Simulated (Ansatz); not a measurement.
Structure data:

```
Si O
1.0
    10.60684    0.00000    0.00000
     0.00000    8.69592    0.00000
    -2.15532    0.00000    4.65261
Si O
8 16
Direct
  0.16263 0.59689 0.87721
  0.16263 0.40311 0.37721
  0.33737 0.90311 0.12279
  0.33737 0.09689 0.62279
  0.66263 0.09689 0.87721
  0.66263 0.90311 0.37721
  0.83737 0.40311 0.12279
  0.83737 0.59689 0.62279
  0.50000 0.13823 0.75000
  0.00000 0.36177 0.25000
  0.20104 0.47037 0.12785
  0.29896 0.97037 0.37215
  0.29896 0.02963 0.87215
  0.20104 0.52963 0.62785
  0.25000 0.75000 0.00000
  0.25000 0.25000 0.50000
  0.00000 0.63823 0.75000
  0.50000 0.86177 0.25000
  0.70104 0.97037 0.12785
  0.79896 0.47037 0.37215
  0.79896 0.52963 0.87215
  0.70104 0.02963 0.62785
  0.75000 0.25000 0.00000
  0.75000 0.75000 0.50000
```

### Say what kind of structure these coordinates give.

The material is SiO₂. It belongs to space group C2/c (No. 15) and has a base-centred monoclinic lattice. Content of the cell: 8 Si, 16 O (Z = 8). Si is surrounded by four O in a tetrahedral arrangement at 1.59 to 1.61 Å. About every O there are two Si at 1.59 to 1.61 Å. The bonds build a three-dimensional framework.

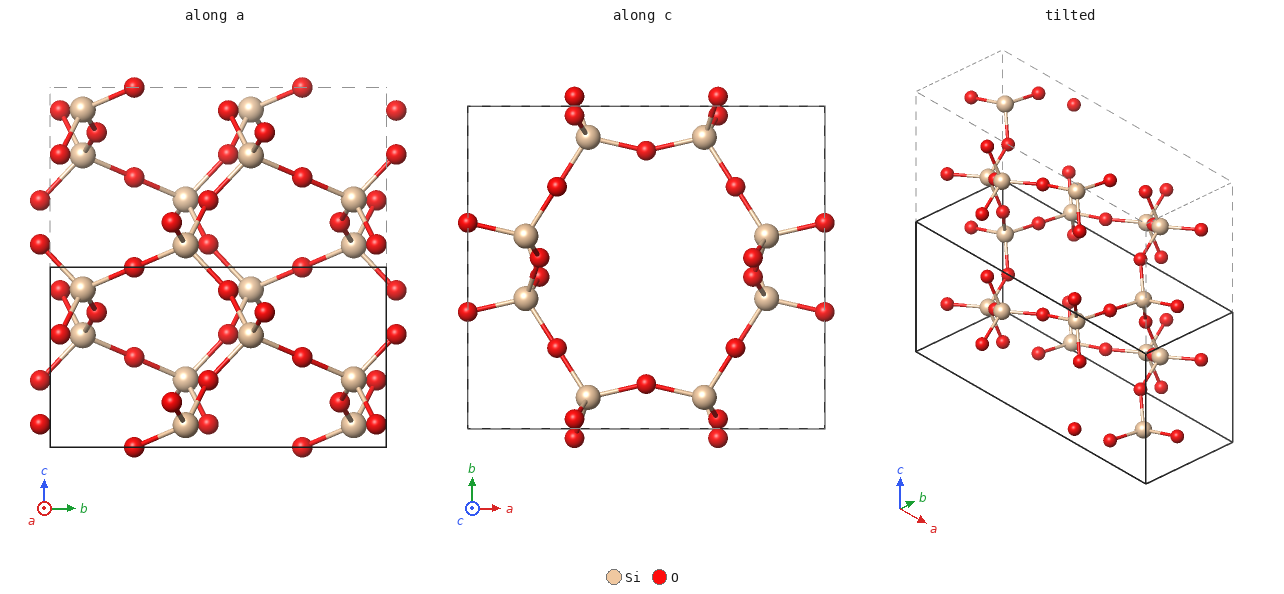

Ball-and-stick representation of a periodic structure, projected along the a axis, along the c axis and slightly off an axis. 1×1×2 cells are drawn; the solid outline is the conventional unit cell. Colours: silicon light orange, oxygen red.

The structure was taken from a structure listed in the Materials Project. Atoms and cell were optimised with DFT LDA, scalar-relativistic, plane waves, PAW in Ansatz 0.2.0.
